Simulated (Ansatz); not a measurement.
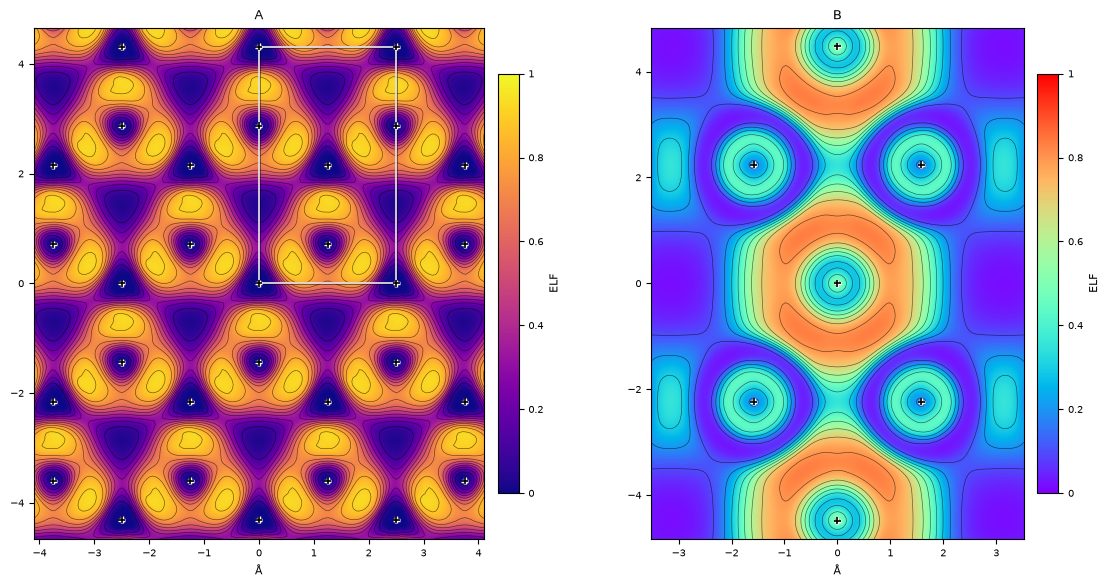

The ELF of 2 systems, each on a plane through atoms (crosses mark nuclei in the plane).

Level of theory: DFT, PBE, plane waves, PAW (Ansatz 0.2.0).

System 1: BN, the (010) plane of the conventional cell. Space group Fmm2; a structure from a database of computed crystals, not necessarily the ambient phase; started from the database structure prototype, which need not be the ambient phase; changed on purpose from its base cell (uniaxial z strain -0.3%); computed pressure about 6 GPa in this cell.

System 2: Mg$_{2}$Si, the (110) plane of the conventional cell. Space group Fm-3m; started from the antifluorite prototype, which need not be the ambient phase.

**Which map belongs to which system?**

Panel A is system 1, BN: the plane holds B and N. B–N (1.44 Å): the ELF peaks at about 0.95 between the atoms; a polar covalent bond. Panel B is system 2, Mg$_{2}$Si: the plane holds Si and Mg. Mg–Si (2.74 Å): the ELF peaks at about 0.85 in the valence shell of Si, 1.1 Å from its nucleus, and is about 0.80 at the midpoint.
